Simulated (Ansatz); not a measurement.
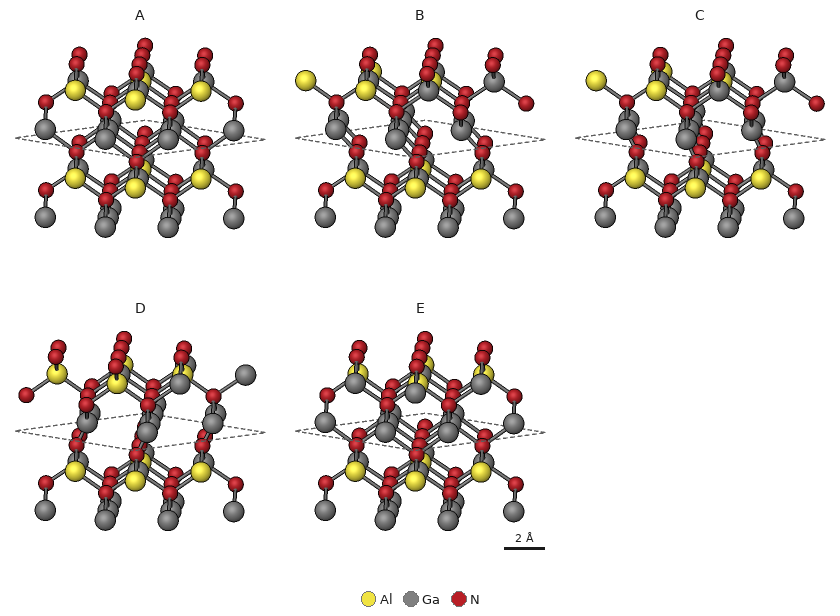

A scan of solid AlGa₃N₄ (P-43m) along one coordinate. Style: ball-and-stick. Shown: the layers on both sides of the dashed plane, from the side, nearly along that plane.

Method: Ansatz, DFT PBEsol, scalar-relativistic, plane waves, PAW. (plane-wave cutoff 420 eV; k-point mesh 6 × 6 × 3; occupations gaussian; smearing width 0.05 eV; no spin polarisation). Energies (free energies at the smearing named) are counted from the relaxed crystal.

Question: Which coordinate changes from frame to frame?

Answer: The crystal above a cut along the (1 0 0) plane of the conventional cell (between a plane of N below and one of Ga above, 1.14 Å apart) is slid rigidly by fractions of an in-plane lattice vector 6.32 Å long (a generalised stacking fault). In the frames the slip is 0.00 (A), 0.083 (B), 0.167 (C), 0.333 (D), 0.50 (E). One cut stands in each cell, which starts 8.9 Å high; nothing is relaxed, and the dashed outline marks the cut. Their energies are 0 mJ/m², 3302 mJ/m², 17643 mJ/m², 17643 mJ/m², −4 mJ/m².
